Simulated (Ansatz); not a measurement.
## Single-point calculation of SiC

- system: SiC (slab, 8 atoms in the cell)
- method: DFT PBE, scalar-relativistic, plane waves, PAW, PAW set soft_1, no spin polarisation (Ansatz 0.2.0)

The structure derives from an entry of the Crystallography Open Database. Figures and captions count atoms from 1; the log counts them from 0 in places.

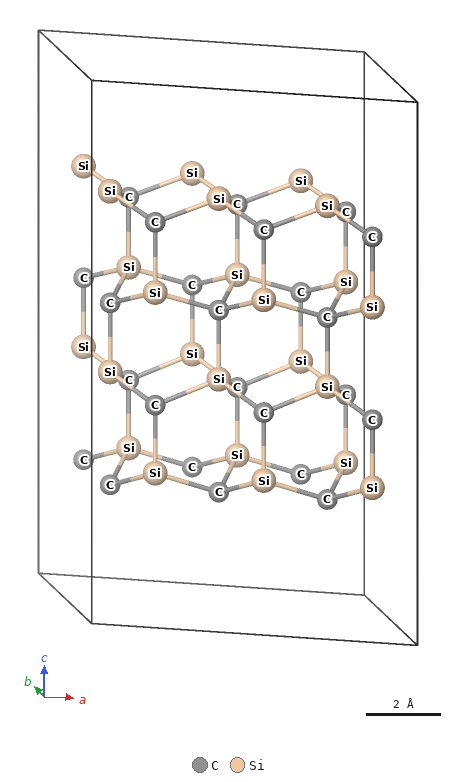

Fig. 1: The structure (ball-and-stick view of the 3 × 2 repeat of the cell, with the vacuum cut short, seen slightly off an axis). An atom can appear more than once, as a periodic image.

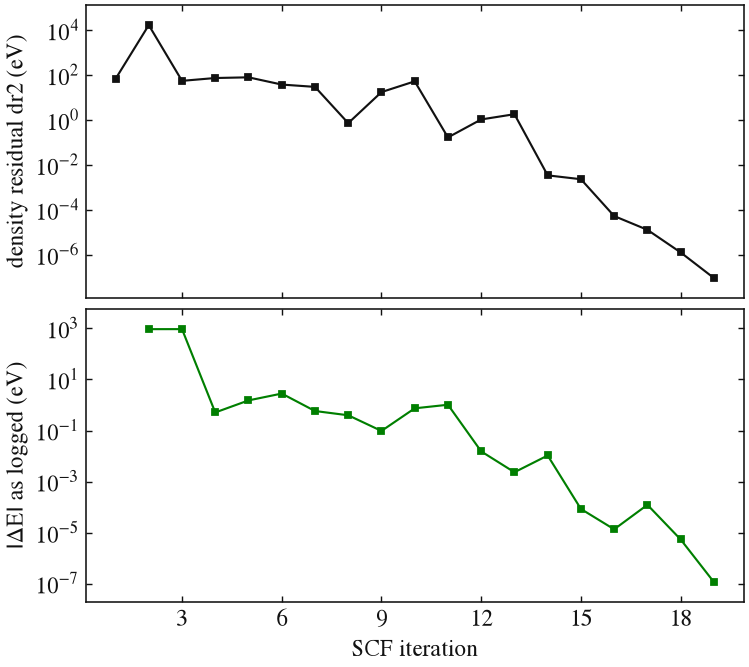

Fig. 2: Convergence of the self-consistent field: density residual dr2 and size of the energy change against the SCF iteration. The residual falls unevenly and jumps up by a factor of two or more 4 times on the way down.

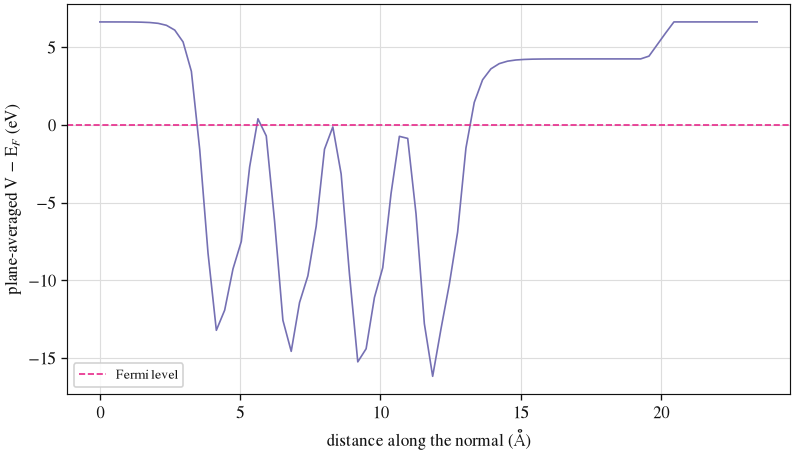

Fig. 3: Plane average of the electrostatic potential energy of an electron across the cell, from the Fermi level. The vacuum level lies 4.25 eV above the Fermi level on the upper side and 6.63 eV on the lower.

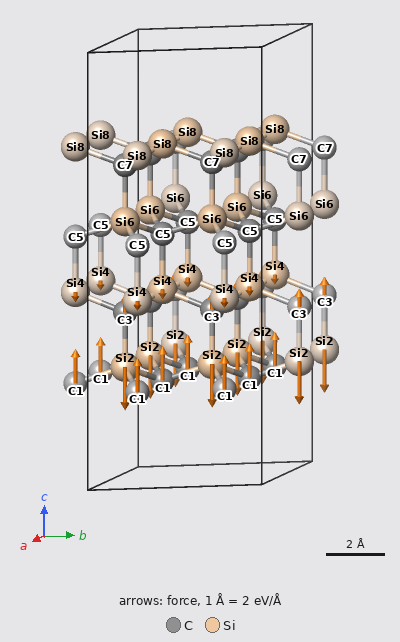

Fig. 4: Forces on the atoms as orange arrows (ball-and-stick view of the 2 × 2 repeat of the cell, with the vacuum cut short, seen slightly off an axis; neighbours outside the cell are drawn fainter; atoms are numbered from 1 in the order of the input); the smallest are left out. The largest act on Si2 (3.02 eV/Å); C1 (2.41 eV/Å); C3 (1.29 eV/Å). The geometry is not a stationary point of this energy.

The input and output of the run follow.

### Input file
```yaml
crystal:
  lattice:
    - [3.092014721, 0.0, 0.0]
    - [-1.5460073605, 2.6777632973, 0.0]
    - [0.0, 0.0, 23.7337342075]
  atoms:
    - { symbol: C, position: [0.3333333333, 0.6666666667, 0.1685364791] }
    - { symbol: Si, position: [0.6666666667, 0.3333333333, 0.1950726634] }
    - { symbol: C, position: [0.6666666667, 0.3333333333, 0.2754269682] }
    - { symbol: Si, position: [0.3333333333, 0.6666666667, 0.3019631523] }
    - { symbol: C, position: [0.3333333333, 0.6666666667, 0.3835929564] }
    - { symbol: Si, position: [0.6666666667, 0.3333333333, 0.4085739433] }
    - { symbol: C, position: [0.6666666667, 0.3333333333, 0.4915761113] }
    - { symbol: Si, position: [0.3333333333, 0.6666666667, 0.5154576225] }
basis:
  ecutwfc: 420
kpoints:
  mp_grid: { grid: [9, 9, 1] }
hamiltonian:
  xc: pbe
  pseudopotentials: { kind: paw, azcp: { folder: soft_1 } }
scf:
  occupations: { method: gaussian, width: 0.05 }
output:
  forces: true
  eigenvalues: true
efield:
  axis: 3
  dipole_correction: true
  ramp_width: 0.04
```

Launched with:
```bash
ansatz run input.yaml --threads 1 --pin off --max-ram 3072MiB --backend cpu --events-out ev --progress --plain --runs-dir out
```

### The program's output
```
Engine: ansatz 0.2.0, aarch64-unknown-linux-gnu
Pseudopotentials: kind: paw
Pseudopotential: C, paw, valence charge 4, recommended cutoff 420 eV (normal), [file]
Pseudopotential: Si, paw, valence charge 4, recommended cutoff 420 eV (normal), [file]
Functional definition: PBE
  parameter kappa = 0.804
  parameter beta = 0.06672455060314922
  exchange = pbe_x(kappa = kappa, mu = beta*pi^2/3)
  correlation = pbe_c(beta = beta)
Crystal: 8 atoms, lattice volume = 196.508 Å³
Basis set: ecut = 420 eV, 3799 PW (Γ), exchange–correlation on 48×48×320 points (8 copies of the dense FFT grid, shifted against one another)
Bands: 24, of which v1, the nominal top of the filled ones, is band 16 counted from 1 (15 counted from 0)
Symmetry: 6 space group operations
Space group: P3m1 (ITA 156), of the structure as read, at distance tolerance 5.8e-5 Å
k-points: 12 of 81 (time reversal used)
Non-local potential: C, projectors of the file, l = 0: 2, l = 1: 2, l = 2: 1
Non-local potential: Si, projectors of the file, l = 0: 2, l = 1: 2, l = 2: 1
PAW form: soft (Blöchl's): semilocal exchange-correlation on the pseudo side does not see the compensation charge
PAW one-centre angular grid: C, 110 points (default); XC on 64 Gauss nodes
PAW one-centre angular grid: Si, 110 points (default); XC on 64 Gauss nodes
Initial density: superposition of atomic densities (neutral atoms: chi_scale 0, normalization atom)
Initial wavefunctions: pseudopotential atomic-orbital guess
Functional: x = pbe(κ = 0.804, μ = 0.2195149727645171), c = pbe(β = 0.06672455060314922)
SCF iter   1: F=—  HF=-3553.591766 eV  |F-HF|=—  |Δ(HF+E_count)|=         —  Δρ=1.01e-1  dr2=6.84e1  ethr=3.10e-3  p=-0.000 e·Å  D=-8.49e-8 V/Å  ΔV_dip=0.00 eV  dr2_dipole=3.08e1  V_vac-E_F(+/−)=7.86/7.86 eV  ⟨swp⟩=9.1  Hψ=2120  notcnv=0  defer=7
efield: sawtooth ramp at fractional position 0.8220 (placed from the atoms, in the widest stretch of the axis that holds none; the zero of the levels goes with the place), width 0.0400; the density the first Hamiltonian is built on has a dipole p = -0.000 e·Å; the dipole correction subtracts the counter field D = -8.49e-8 V/Å, which shifts the + side's vacuum level by +0.00 eV against the − side's; the planar-averaged density in the ramp window peaks in size at 1.1e-7 e/Å³
preconditioner: auto → none  [insulator: Δε(μ)=2.578 eV  Ē_g=12.058 eV  σ=0.050 eV  W_gap=1.00  n_scr=14 (ndim 8)  ℏωp=15.0 eV  f_vac=0.484  D(μ)=0.00/eV (n_scr^D=0)  ε∞_Penn≈2.5]
SCF iter   2: F=—  HF=-4485.454749 eV  |F-HF|=—  |Δ(HF+E_count)|=    9.32e2  Δρ=3.57e-1  dr2=1.71e4  ethr=3.10e-3  p=4.089 e·Å  D=3.77e0 V/Å  ΔV_dip=-89.36 eV  dr2_dipole=1.72e4  V_vac-E_F(+/−)=-15.46/73.90 eV  ⟨swp⟩=34.7  Hψ=9073  notcnv=0  defer=78  recentre
preconditioner: auto → LDOS  [metal: Δε(μ)=0.018 eV  Ē_g=16.335 eV  σ=0.050 eV  W_gap=0.20  n_scr=14 (ndim 8)  ℏωp=14.5 eV  f_vac=0.499  D(μ)=3.41/eV (n_scr^D=12)  β→1.0]
SCF iter   3: F=—  HF=-3550.401426 eV  |F-HF|=—  |Δ(HF+E_count)|=    9.35e2  Δρ=8.75e-2  dr2=5.61e1  ethr=3.10e-3  p=0.078 e·Å  D=7.21e-2 V/Å  ΔV_dip=-1.71 eV  dr2_dipole=2.57e1  V_vac-E_F(+/−)=6.95/8.63 eV  ⟨swp⟩=15.2  Hψ=3702  notcnv=0  defer=42
SCF iter   4: F=—  HF=-3549.891952 eV  |F-HF|=—  |Δ(HF+E_count)|=   5.09e-1  Δρ=7.70e-2  dr2=7.50e1  ethr=3.10e-3  p=0.137 e·Å  D=1.26e-1 V/Å  ΔV_dip=-3.00 eV  dr2_dipole=4.07e1  V_vac-E_F(+/−)=6.68/9.68 eV  ⟨swp⟩=10.8  Hψ=1329  notcnv=0  defer=31
SCF iter   5: F=—  HF=-3548.383256 eV  |F-HF|=—  |Δ(HF+E_count)|=    1.51e0  Δρ=5.93e-2  dr2=8.05e1  ethr=3.10e-3  p=0.265 e·Å  D=2.44e-1 V/Å  ΔV_dip=-5.80 eV  dr2_dipole=5.11e1  V_vac-E_F(+/−)=3.70/9.48 eV  ⟨swp⟩=7.0  Hψ=990  notcnv=0  defer=29
SCF iter   6: F=—  HF=-3545.583083 eV  |F-HF|=—  |Δ(HF+E_count)|=    2.80e0  Δρ=3.34e-2  dr2=3.83e1  ethr=3.10e-3  p=0.335 e·Å  D=3.08e-1 V/Å  ΔV_dip=-7.31 eV  dr2_dipole=2.00e1  V_vac-E_F(+/−)=0.23/7.47 eV  ⟨swp⟩=11.6  Hψ=1608  notcnv=0  defer=34
SCF iter   7: F=—  HF=-3545.002793 eV  |F-HF|=—  |Δ(HF+E_count)|=   5.80e-1  Δρ=2.89e-2  dr2=3.02e1  ethr=3.10e-3  p=0.355 e·Å  D=3.27e-1 V/Å  ΔV_dip=-7.75 eV  dr2_dipole=1.74e1  V_vac-E_F(+/−)=-1.17/6.49 eV  ⟨swp⟩=7.8  Hψ=1018  notcnv=0  defer=25
SCF iter   8: F=—  HF=-3544.607930 eV  |F-HF|=—  |Δ(HF+E_count)|=   3.95e-1  Δρ=5.85e-3  dr2=7.32e-1  ethr=3.10e-3  p=0.355 e·Å  D=3.27e-1 V/Å  ΔV_dip=-7.76 eV  dr2_dipole=4.75e-3  V_vac-E_F(+/−)=-1.00/6.69 eV  ⟨swp⟩=5.0  Hψ=529  notcnv=0  defer=22
SCF iter   9: F=—  HF=-3544.704109 eV  |F-HF|=—  |Δ(HF+E_count)|=   9.62e-2  Δρ=2.19e-2  dr2=1.77e1  ethr=2.29e-3  p=0.338 e·Å  D=3.11e-1 V/Å  ΔV_dip=-7.39 eV  dr2_dipole=9.47e0  V_vac-E_F(+/−)=-0.86/6.45 eV  ⟨swp⟩=3.3  Hψ=356  notcnv=0  defer=20  recentre
SCF iter  10: F=—  HF=-3545.444386 eV  |F-HF|=—  |Δ(HF+E_count)|=   7.40e-1  Δρ=3.19e-2  dr2=5.33e1  ethr=2.29e-3  p=0.259 e·Å  D=2.38e-1 V/Å  ΔV_dip=-5.65 eV  dr2_dipole=3.85e1  V_vac-E_F(+/−)=1.42/7.05 eV  ⟨swp⟩=8.4  Hψ=880  notcnv=0  defer=26
SCF iter  11: F=—  HF=-3544.425099 eV  |F-HF|=—  |Δ(HF+E_count)|=    1.02e0  Δρ=5.74e-3  dr2=1.69e-1  ethr=2.29e-3  p=0.135 e·Å  D=1.25e-1 V/Å  ΔV_dip=-2.96 eV  dr2_dipole=5.62e-2  V_vac-E_F(+/−)=3.51/6.46 eV  ⟨swp⟩=5.9  Hψ=597  notcnv=0  defer=31
SCF iter  12: F=—  HF=-3544.409852 eV  |F-HF|=—  |Δ(HF+E_count)|=   1.52e-2  Δρ=6.12e-3  dr2=1.07e0  ethr=5.28e-4  p=0.132 e·Å  D=1.21e-1 V/Å  ΔV_dip=-2.88 eV  dr2_dipole=7.43e-1  V_vac-E_F(+/−)=3.69/6.56 eV  ⟨swp⟩=3.6  Hψ=500  notcnv=0  defer=29  recentre
SCF iter  13: F=—  HF=-3544.412169 eV  |F-HF|=—  |Δ(HF+E_count)|=   2.32e-3  Δρ=6.43e-3  dr2=1.83e0  ethr=5.28e-4  p=0.116 e·Å  D=1.07e-1 V/Å  ΔV_dip=-2.53 eV  dr2_dipole=1.22e0  V_vac-E_F(+/−)=3.97/6.49 eV  ⟨swp⟩=4.3  Hψ=376  notcnv=0  defer=28
SCF iter  14: F=—  HF=-3544.401631 eV  |F-HF|=—  |Δ(HF+E_count)|=   1.05e-2  Δρ=4.61e-4  dr2=3.45e-3  ethr=5.28e-4  p=0.108 e·Å  D=9.95e-2 V/Å  ΔV_dip=-2.36 eV  dr2_dipole=2.06e-3  V_vac-E_F(+/−)=4.25/6.61 eV  ⟨swp⟩=3.1  Hψ=359  notcnv=0  defer=25
SCF iter  15: F=—  HF=-3544.401547 eV  |F-HF|=—  |Δ(HF+E_count)|=   8.46e-5  Δρ=2.09e-4  dr2=2.32e-3  ethr=1.08e-5  p=0.107 e·Å  D=9.89e-2 V/Å  ΔV_dip=-2.35 eV  dr2_dipole=1.67e-3  V_vac-E_F(+/−)=4.27/6.62 eV  ⟨swp⟩=3.4  Hψ=441  notcnv=0  defer=26
SCF iter  16: F=—  HF=-3544.401533 eV  |F-HF|=—  |Δ(HF+E_count)|=   1.35e-5  Δρ=8.27e-5  dr2=5.30e-5  ethr=7.26e-6  p=0.108 e·Å  D=9.93e-2 V/Å  ΔV_dip=-2.36 eV  dr2_dipole=2.02e-5  V_vac-E_F(+/−)=4.27/6.63 eV  ⟨swp⟩=1.4  Hψ=282  notcnv=0  defer=24
SCF iter  17: F=—  HF=-3544.401410 eV  |F-HF|=—  |Δ(HF+E_count)|=   1.23e-4  Δρ=4.53e-5  dr2=1.29e-5  ethr=1.66e-7  p=0.108 e·Å  D=9.97e-2 V/Å  ΔV_dip=-2.37 eV  dr2_dipole=2.16e-6  V_vac-E_F(+/−)=4.26/6.63 eV  ⟨swp⟩=2.6  Hψ=443  notcnv=0  defer=24
SCF iter  18: F=—  HF=-3544.401416 eV  |F-HF|=—  |Δ(HF+E_count)|=   5.41e-6  Δρ=1.69e-5  dr2=1.27e-6  ethr=4.05e-8  p=0.109 e·Å  D=1.00e-1 V/Å  ΔV_dip=-2.38 eV  dr2_dipole=5.93e-8  V_vac-E_F(+/−)=4.25/6.63 eV  ⟨swp⟩=2.8  Hψ=412  notcnv=0  defer=26
SCF iter  19: F=-3544.401416 eV  HF=-3544.401416 eV  |F-HF|=1.07e-7  |Δ(HF+E_count)|=   1.16e-7  Δρ=5.64e-6  dr2=9.18e-8  ethr=3.13e-10  p=0.109 e·Å  D=1.00e-1 V/Å  ΔV_dip=-2.38 eV  dr2_dipole=2.06e-9  V_vac-E_F(+/−)=4.25/6.63 eV  ⟨swp⟩=26.5  Hψ=3787  notcnv=0
SCF 1 converged in 19 iterations: F = -3544.401416 eV  dr2 = 9.18e-8
  greatest PAW one-centre occupation: 0.664 electrons in one spin orbital (limit 2), on the C atom at site 0 (counted from 0), in its partial waves of l = 0
SCF converged after 19 iterations
Free energy (F): -3544.401416 eV
Harris-Foulkes:  -3544.401416 eV  (|F-HF|=1.07e-7)
Internal energy: -3544.393414 eV  (E = F + TS)
E sigma→0 (E₀):  -3544.397415 eV
Entropy (-TS):   -0.008002 eV (-1.000 meV/atom)
Fermi energy:    1.281765 eV
Dipole field:    D = 0.100278 V/Å  (p = 0.108899 e·Å, saw-weighted, corrected)
Work function:   Φ+ = 4.2499 eV   Φ− = 6.6299 eV
Levels:          The Fermi level and band energies are counted from a zero that moves with the ramp; work functions are not
--- Per-component energies (eV) ---
  E_band       = -168.779036
  E_kinetic    = 521.496228
  E_local      = -15086.566875  (includes V_loc(G=0)·N_el)
  E_nonlocal   = 181.728302
  E_hartree    = 7339.483521
  E_xc         = -417.661403
  E_vxc        = -427.981072  (∫ρ·V_xc dr)
  E_paw        = -2445.497514  (= ΣΔE_a)
  E_vpaw       = -36.390067  (= ΣTr[D̂ρ^β])
  E_aug_tail   = 0.000212  (compensation charges beyond the density's cutoff)
  E_efield     = 0.005460  (sawtooth field / dipole correction)
  E_vefield    = -0.029287  (∫n·V_field dr)
  E_ewald      = 6362.618654
  E_smearing   = -0.008002  (= −TS)
  E_closure    = 0.000000  (closes the sum)
  Σ components = -3544.401416   (vs F -3544.401416, Δ=0.00e0)
--- Forces (eV/Å), atoms counted from 1 ---
  atom   1  C      0.00000000    -0.00000000     2.40955268
  atom   2  Si    -0.00000000     0.00000000    -3.02111018
  atom   3  C      0.00000000     0.00000000     1.29145720
  atom   4  Si    -0.00000000    -0.00000000    -0.68300313
  atom   5  C     -0.00000000    -0.00000000    -0.00280263
  atom   6  Si     0.00000000     0.00000000     0.00184446
  atom   7  C      0.00000000     0.00000000     0.00361995
  atom   8  Si    -0.00000000    -0.00000000     0.00064060
  max |Σ_I F_I| component: 1.99e-4 eV/Å
--- Band table (eV; the first three rows and the last of 12) ---
  k-point 0: bands = ["-15.1153", "-14.1000", "-12.9995", "-11.2620", "-7.4310", "-5.0880", "-2.4664", "-1.3177", "-1.3177", "-0.7365", "-0.7365", "-0.0612", "-0.0612", "0.6426", "1.4552", "1.4552", "1.4819", "4.9611", "5.3127", "5.9282", "6.7429", "6.7429", "6.7766", "7.0195"]
  k-point 1: bands = ["-14.9063", "-13.8954", "-12.8024", "-11.0629", "-7.2558", "-4.9607", "-2.5362", "-2.2815", "-1.6227", "-1.5391", "-1.0313", "-0.9826", "-0.2911", "0.4691", "0.9376", "1.2293", "1.5116", "5.3332", "5.5414", "6.1567", "6.3601", "7.0463", "7.1521", "7.2444"]
  k-point 2: bands = ["-14.2912", "-13.2957", "-12.2299", "-10.4838", "-6.8032", "-4.9825", "-4.0717", "-3.7319", "-2.8092", "-2.2445", "-2.0576", "-1.5281", "-1.0992", "-0.8031", "0.7255", "1.1558", "1.3827", "4.3397", "5.1571", "5.9143", "6.1421", "6.7941", "7.2304", "7.7401"]
  k-point 11: bands = ["-11.0591", "-10.8900", "-10.2512", "-8.4250", "-7.4393", "-7.1947", "-6.3827", "-6.2471", "-5.4477", "-5.2438", "-4.5221", "-3.1257", "-2.9417", "-2.7894", "-1.5642", "1.2974", "1.6794", "3.2179", "5.1149", "5.7278", "6.8978", "6.9877", "8.2117", "8.2587"]
```

### Summary

| quantity | value |
| --- | --- |
| outcome | converged |
| electrons treated | 32 |
| free energy | −3544.4014 eV |
| work function, top face | 4.25 eV |
| work function, bottom face | 6.63 eV |
| Fermi energy | 1.282 eV |
| gap on the k-point mesh | none (metallic) |
| work function (upper face) | 4.25 eV |
| largest force (length of the vector) | 3.021 eV/Å |
| hardware | 1 thread of Arm Neoverse V1, 24 GiB of memory available, shared host |
| wall time | 19 s |
| peak memory | 0.34 GiB |
